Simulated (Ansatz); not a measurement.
## Run report: Al, geometry relaxation

The run: geometry relaxation of Al (1 atom in the cell). Method and program: DFT PBE, scalar-relativistic, plane waves, PAW, no spin polarisation (Ansatz 0.2.0).

The structure was made by a generator, so it may or may not be a known phase. Figures and captions count atoms from 1; the log counts them from 0 in places.

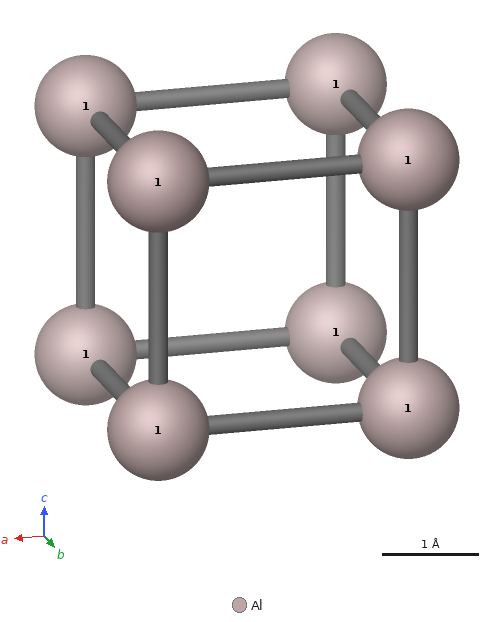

*The starting structure (ball-and-stick view of the cell of the calculation, seen at an oblique angle; atoms are numbered from 1 in the order of the input).*

Near neighbours in the crystal (not all of them lie inside the picture): Al has 6 Al at 2.72 Å.

**Input file**
```yaml
crystal:
  lattice:
    - [2.7234727524, 0.0, 0.0]
    - [0.0, 2.7234727524, 0.0]
    - [0.0, 0.0, 2.7234727524]
  atoms:
    - { symbol: Al, position: [0.0, 0.0, 0.0] }
basis:
  ecutwfc: 420
kpoints:
  mp_grid: { grid: [20, 20, 20] }
hamiltonian:
  xc: pbe
scf:
  occupations: { method: gaussian, width: 0.1 }
output:
  forces: true
  stress: true
  eigenvalues: true
  write_density: true
  write_potential: true
  elf: true
  volumetric_format: npy
relax:
  adjacent_minimum: "off"
  f_tol: 0.01
  max_steps: 80
  cell: { stress_tol: 0.05 }
```

Run on 1 thread of Arm Neoverse V1, 24 GiB of memory available, shared host.

Launched with:
```bash
ansatz run input.yaml --threads 1 --pin off --max-ram 2560MiB --backend cpu --events-out ev --progress --plain --runs-dir out
```

**The program's output**
```
Engine: ansatz 0.2.0, aarch64-unknown-linux-gnu
Pseudopotentials: kind: paw
Pseudopotential: Al, paw, valence charge 3, recommended cutoff 420 eV (normal), Al.paw.azcp
Functional definition: PBE
  parameter kappa = 0.804
  parameter beta = 0.06672455060314922
  exchange = pbe_x(kappa = kappa, mu = beta*pi^2/3)
  correlation = pbe_c(beta = beta)
Crystal: 1 atoms, lattice volume = 20.201 Å³
Basis set: ecut = 420 eV, 389 PW (Γ), exchange–correlation on 40×40×40 points (8 copies of the dense FFT grid, shifted against one another)
Bands: 6, of which v1, the nominal top of the filled ones, is band 2 counted from 1 (1 counted from 0)
Symmetry: 48 space group operations
Space group: Pm-3m (ITA 221), of the structure as read, at distance tolerance 2.7e-5 Å
k-points: 286 of 8000
Non-local potential: Al, projectors of the file, l = 0: 2, l = 1: 2, l = 2: 1
PAW form: soft (Blöchl's): semilocal exchange-correlation on the pseudo side does not see the compensation charge
PAW one-centre angular grid: Al, 110 points (default); XC on 64 Gauss nodes
Initial density: superposition of atomic densities (neutral atoms: chi_scale 0, normalization atom), corrected by the library's trained network
Initial wavefunctions: pseudopotential atomic-orbital guess
Functional: x = pbe(κ = 0.804, μ = 0.2195149727645171), c = pbe(β = 0.06672455060314922)
SCF iter   1: F=—  HF=-537.132298 eV  |F-HF|=—  |Δ(HF+E_count)|=         —  Δρ=1.94e-3  dr2=1.11e-3  ethr=1.77e-3  ⟨swp⟩=4.7  Hψ=15403  notcnv=0
preconditioner: auto → none  [metal: Δε(μ)=0.040 eV  Ē_g=11.898 eV  σ=0.100 eV  W_gap=0.21  n_scr=0 (ndim 8)  ℏωp=14.3 eV  f_vac=0.000  D(μ)=0.41/eV (n_scr^D=0)]
SCF iter   2: F=—  HF=-537.132155 eV  |F-HF|=—  |Δ(HF+E_count)|=   1.43e-4  Δρ=9.19e-4  dr2=2.45e-4  ethr=3.71e-5  ⟨swp⟩=1.0  Hψ=4004  notcnv=0
SCF iter   3: F=—  HF=-537.132137 eV  |F-HF|=—  |Δ(HF+E_count)|=   1.89e-5  Δρ=4.47e-5  dr2=4.69e-7  ethr=8.16e-6  ⟨swp⟩=1.9  Hψ=2153  notcnv=0
SCF iter   4: F=—  HF=-537.132166 eV  |F-HF|=—  |Δ(HF+E_count)|=   2.93e-5  Δρ=1.19e-5  dr2=3.97e-8  ethr=1.56e-8  ⟨swp⟩=2.0  Hψ=2175  notcnv=0
iter 5 did not close the SCF: its close was put off for the readings that it lacked (scf_convergence_deferred on its scf_iter line)
SCF iter   5: F=-537.132166 eV  HF=-537.132166 eV  |F-HF|=8.66e-11  |Δ(HF+E_count)|=   2.03e-9  Δρ=1.79e-6  dr2=8.60e-10  ethr=1.32e-9  ⟨swp⟩=1.9  Hψ=2164  notcnv=0
SCF iter   6: F=-537.132166 eV  HF=-537.132166 eV  |F-HF|=0.00e0  |Δ(HF+E_count)|=  1.49e-10  Δρ=1.37e-7  dr2=5.29e-12  ethr=2.87e-11  ⟨swp⟩=4.1  Hψ=6873  notcnv=0
SCF 1 converged in 6 iterations: F = -537.132166 eV  dr2 = 5.29e-12
  greatest PAW one-centre occupation: 0.480 electrons in one spin orbital (limit 2), on the Al atom at site 0 (counted from 0), in its partial waves of l = 0
relax step   1: F+E_penalty+E_count = -537.13216588 eV  Δ(F+E_penalty+E_count) = +0.000e0 eV  max|allowed force component| = 0.000e0 eV/Å  Δτ_max = 0.0000 Å  P = -0.108 GPa  Ω = 20.201 Å³  (6 SCF iters, accepted)
Crystal: 1 atoms, lattice volume = 20.163 Å³
Initial density: handed on by an earlier stage of this run
Initial wavefunctions: those handed on with the density
iter 1 solved again at ethr=3.71e-9 eV; its pass at ethr=3.10e-3 eV (dr2=1.11e-7 eV) is discarded
SCF iter   1: F=—  HF=-537.132163 eV  |F-HF|=—  |Δ(HF+E_count)|=         —  Δρ=2.79e-5  dr2=1.39e-7  ethr=3.71e-9  ⟨swp⟩=2.0  Hψ=16596  notcnv=0
preconditioner: auto → none  [metal: Δε(μ)=0.040 eV  Ē_g=11.910 eV  σ=0.100 eV  W_gap=0.21  n_scr=0 (ndim 8)  ℏωp=14.3 eV  f_vac=0.000  D(μ)=0.41/eV (n_scr^D=0)]
SCF iter   2: F=—  HF=-537.132191 eV  |F-HF|=—  |Δ(HF+E_count)|=   2.80e-5  Δρ=1.43e-5  dr2=3.38e-8  ethr=3.71e-9  ⟨swp⟩=1.9  Hψ=2136  notcnv=0
SCF iter   3: F=-537.132191 eV  HF=-537.132191 eV  |F-HF|=3.38e-11  |Δ(HF+E_count)|=   5.65e-8  Δρ=1.03e-6  dr2=1.58e-10  ethr=9.67e-10  ⟨swp⟩=5.9  Hψ=5261  notcnv=0
SCF 2 converged in 3 iterations: F = -537.132191 eV  dr2 = 1.58e-10
  greatest PAW one-centre occupation: 0.481 electrons in one spin orbital (limit 2), on the Al atom at site 0 (counted from 0), in its partial waves of l = 0
relax step   2: F+E_penalty+E_count = -537.13219062 eV  Δ(F+E_penalty+E_count) = -2.474e-5 eV  max|allowed force component| = 0.000e0 eV/Å  Δτ_max = 0.0000 Å  P = +0.001 GPa  Ω = 20.163 Å³  energy of the carried Pulay correction = +1.214e-5 eV  (3 SCF iters, dr2 threshold 2.90e-8 eV, accepted)
Initial wavefunctions: pseudopotential atomic-orbital guess (no wavefunctions were taken with the density)
iter 1 solved again at ethr=1.46e-8 eV; its pass at ethr=3.10e-3 eV (dr2=4.39e-7 eV) is discarded
SCF iter   1: F=—  HF=-537.132153 eV  |F-HF|=—  |Δ(HF+E_count)|=         —  Δρ=3.31e-6  dr2=1.47e-9  ethr=1.46e-8  ⟨swp⟩=3.2  Hψ=20651  notcnv=0
SCF iter   2: F=—  HF=-537.132181 eV  |F-HF|=—  |Δ(HF+E_count)|=   2.82e-5  Δρ=9.49e-7  dr2=1.04e-10  ethr=4.89e-11  ⟨swp⟩=2.5  Hψ=2383  notcnv=0
SCF iter   3: F=—  HF=-537.132181 eV  |F-HF|=—  |Δ(HF+E_count)|=  8.99e-11  Δρ=5.85e-7  dr2=3.75e-11  ethr=1.00e-12  ⟨swp⟩=4.2  Hψ=4833  notcnv=0
SCF iter   4: F=-537.132181 eV  HF=-537.132181 eV  |F-HF|=2.27e-13  |Δ(HF+E_count)|=  6.10e-11  Δρ=6.84e-8  dr2=7.86e-13  ethr=1.00e-12  ⟨swp⟩=2.7  Hψ=5404  notcnv=0
SCF 3 converged in 4 iterations: F = -537.132181 eV  dr2 = 7.86e-13
relax step   3: F+E_penalty+E_count = -537.13218137 eV  Δ(F+E_penalty+E_count) = +9.244e-6 eV  max|allowed force component| = 0.000e0 eV/Å  Δτ_max = 0.0000 Å  P = +0.000 GPa  Ω = 20.163 Å³  stress off target by 2.00e-4 GPa  SCF on the basis re-selected at this cell (its energy is not comparable with the rows above)  (4 SCF iters)
```

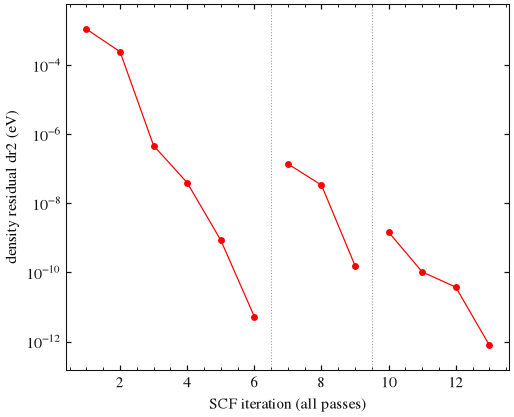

*Convergence of the self-consistent field: density residual dr2 against the SCF iteration. The dotted lines part the SCF passes of the relaxation: geometry steps, rejected trials and re-solves on a re-selected basis.*

The passes take 6, 3 and 4 iterations.

```
basis re-selected at this cell: Δ(F+E_penalty+E_count) = +9.244e-6 eV, ΔP = -0.001 GPa vs the last step (what re-selecting the basis moved, of the pressure what is left beyond the Pulay correction that the steps carried, after the strain that the cell walked since its last selection, with what the two solves' SCF thresholds leave and, on support functions, any second-order correction that the steps lacked; it is no measure of the basis error at this ecutwfc). This SCF's stress stands 2.00e-4 GPa from its target on what of the cell is left free (relax.cell.stress_tol is 5.00e-2 GPa) and its largest allowed force component is 0.00e0 eV/Å (relax.f_tol is 1.00e-2 eV/Å): within both
SCF converged after 4 iterations
Free energy (F): -537.132181 eV
Harris-Foulkes:  -537.132181 eV  (|F-HF|=2.27e-13)
Internal energy: -537.130152 eV  (E = F + TS)
E sigma→0 (E₀):  -537.131167 eV
Entropy (-TS):   -0.002029 eV (-2.029 meV/atom)
Fermi energy:    5.591600 eV
--- Per-component energies (eV) ---
  E_band       = 5.642005
  E_kinetic    = 20.877155
  E_local      = 4.336113  (includes V_loc(G=0)·N_el)
  E_nonlocal   = 10.885725
  E_hartree    = 0.434514
  E_xc         = -38.738678
  E_vxc        = -27.617699  (∫ρ·V_xc dr)
  E_paw        = -467.376193  (= ΣΔE_a)
  E_vpaw       = -3.708315  (= ΣTr[D̂ρ^β])
  E_aug_tail   = -0.000002  (compensation charges beyond the density's cutoff)
  E_ewald      = -67.548786
  E_smearing   = -0.002029  (= −TS)
  E_closure    = -0.000000  (closes the sum)
  Σ components = -537.132181   (vs F -537.132181, Δ=0.00e0)
--- Forces (eV/Å), atoms counted from 1 ---
  atom   1  Al     0.00000000     0.00000000     0.00000000
  max |Σ_I F_I| component: 7.70e-34 eV/Å
--- Stress (GPa, compression-positive) ---
        0.000200      -0.000000      -0.000000
       -0.000000       0.000200       0.000000
       -0.000000       0.000000       0.000200
  P = ⅓ Tr σ = 0.0002 GPa (0.002 kbar)
--- Band table (eV; the first three rows and the last of 286) ---
  k-point 0: bands = ["-3.9418", "13.5450", "13.5450", "14.7277", "14.7277", "14.7277"]
  k-point 1: bands = ["-3.8925", "12.5454", "13.5863", "14.7690", "14.7690", "15.6293"]
  k-point 2: bands = ["-3.7445", "11.0999", "13.7093", "14.8927", "14.8927", "16.7649"]
  k-point 285: bands = ["8.4694", "8.4694", "8.4694", "11.1661", "11.1661", "11.1661"]
--- Relaxed structure (2 steps of the walk, 2 accepted, 1 SCFs on fresh bases) ---
  F+E_penalty+E_count = -537.13218137 eV   max|allowed force component| = 0.000e0 eV/Å   (the final SCF, on the basis selected at the relaxed cell)
  cell:  # Å, volume = 20.1630 Å³
    - [2.721771335809505, 3.8518598887744713e-34, -1.2839532962581572e-34]
    - [3.8518598887744713e-34, 2.721771335809505, 0.0]
    - [-1.2839532962581572e-34, 0.0, 2.721771335809505]
  atoms:
    - { symbol: Al, position: [0.0, 0.0, 0.0] }
```

**Trajectory as extended XYZ (Å, eV, eV/Å), 3 frames, from step=1 to step=3**
```
1
Lattice="2.7235 0.0000 0.0000 0.0000 2.7235 0.0000 0.0000 0.0000 2.7235" Properties=species:S:1:pos:R:3:forces:R:3 step=1 energy=-537.13217 pressure_GPa=-0.11
Al    0.0000    0.0000    0.0000    0.0000   0.0000   0.0000
1
Lattice="2.7218 0.0000 0.0000 0.0000 2.7218 0.0000 0.0000 0.0000 2.7218" Properties=species:S:1:pos:R:3:forces:R:3 step=2 energy=-537.13219 pressure_GPa=0.00
Al    0.0000    0.0000    0.0000    0.0000   0.0000   0.0000
1
Lattice="2.7218 0.0000 0.0000 0.0000 2.7218 0.0000 0.0000 0.0000 2.7218" Properties=species:S:1:pos:R:3:forces:R:3 step=3 energy=-537.13218 pressure_GPa=0.00
Al    0.0000    0.0000    0.0000    0.0000   0.0000   0.0000
```

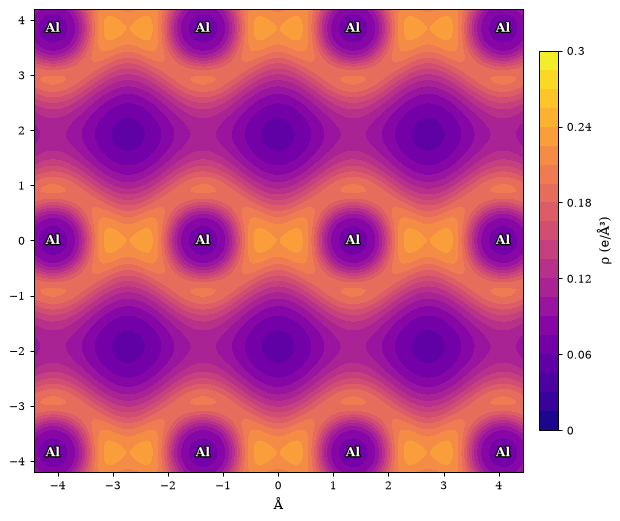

*Valence electron density on the (110) plane of the conventional cell.*

The section cuts through Al sites. Al–Al (2.72 Å): ρ at the midpoint is about 0.22 e/Å³. Away from the nuclei the density in this plane falls to 0.05 e/Å³ at its lowest. The fields are those of the smooth PAW valence density.

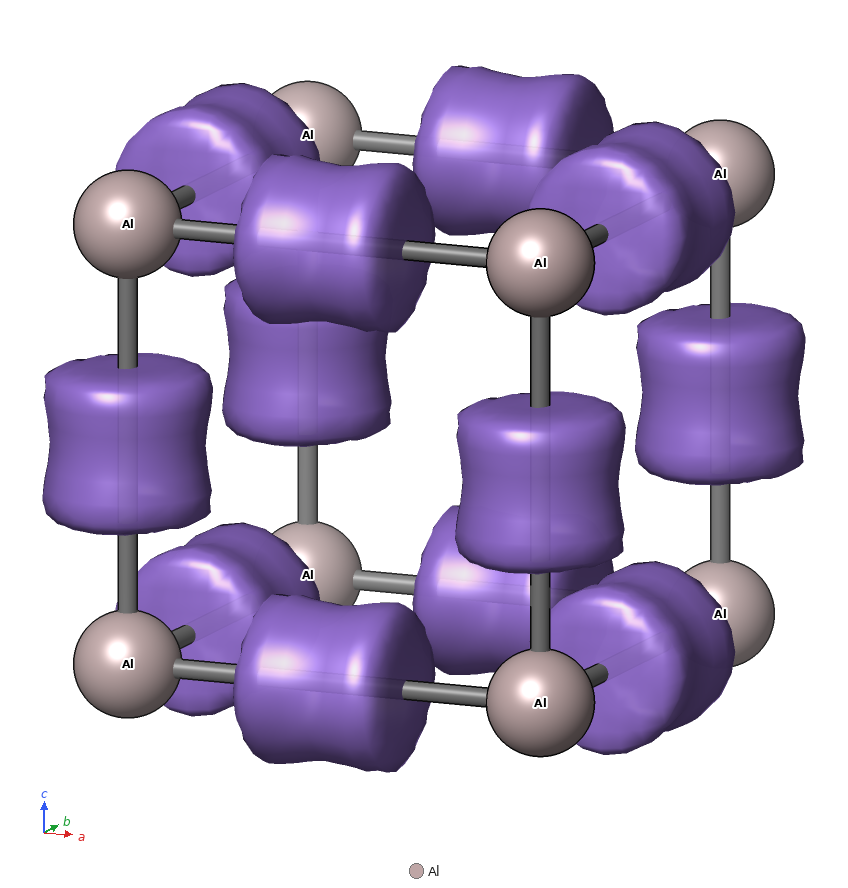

*Isosurface of the ELF at 0.7 (purple), seen slightly off an axis. Core shells and regions of very low density are left out. Sticks mark near contacts. The outline is the cell set on symmetry axes.*

The ELF exceeds this value in three regions between bonded Al–Al atoms (shared pairs), counted in one cell of 1 atoms. Profiles from the grid: Al–Al (2.72 Å): the ELF peaks at about 0.80 between the atoms (a shared electron pair).

**Results in brief**

| quantity | value |
| --- | --- |
| outcome | converged |
| space group (tolerance 0.01 Å) | Pm-3m (221) |
| electrons treated | 3 |
| free energy | −537.1322 eV |
| Fermi energy | 5.592 eV |
| gap on the k-point mesh | none (metallic) |
| pressure | 0.00 GPa |
| final volume | 20.16 Å³ |
| largest force (length of the vector) at the end | under 0.001 eV/Å |
| final cell | a = 2.722 Å, b = 2.722 Å, c = 2.722 Å, α = 90.00°, β = 90.00°, γ = 90.00° |
| wall time | 9.5 s |
| peak memory | 0.31 GiB |
